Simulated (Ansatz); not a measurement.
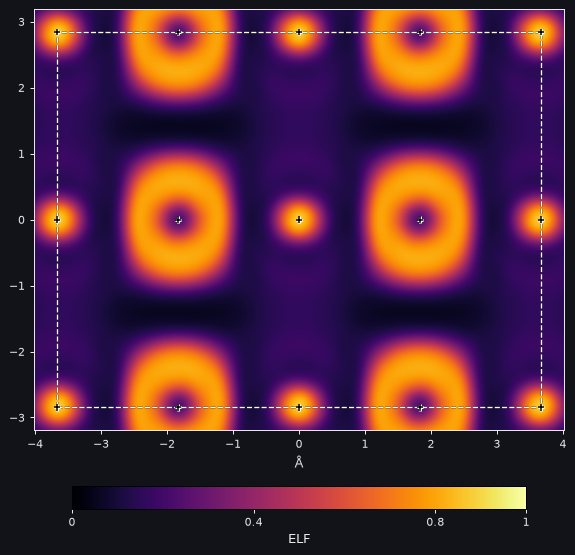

The electron localisation function on a plane through atoms (crosses mark nuclei in the plane).

These are results of DFT PBE, scalar-relativistic, plane waves, PAW in Ansatz, not measurements.

Candidates:
A. Cu₃O₂, a = 4.03 Å, b = 4.03 Å, c = 7.34 Å, α = 90.00°, β = 90.00°, γ = 90.00°. Space group I4/mmm; a point of a scan over the structure, not its minimum; a structure from a database of computed crystals, not necessarily the ambient phase; computed without spin polarisation; PAW files of the earlier set (soft_1).
B. Ge (slab), a = 3.86 Å, b = 3.86 Å, c = 28.00 Å, α = 90.00°, β = 90.00°, γ = 120.00°. A point of a scan over the structure, not its minimum; not relaxed (largest force 0.4 eV/Å); PAW files of the earlier set (soft_1).

Which system is this?

Candidate A: Cu₃O₂ on the (11̄0) plane of the conventional cell, which holds Cu and O. Cu–O (1.84 Å): the ELF peaks at about 0.80 in the valence shell of O, 0.6 Å from its nucleus, and is about 0.25 at the midpoint (no shared electron pair shows on this line).
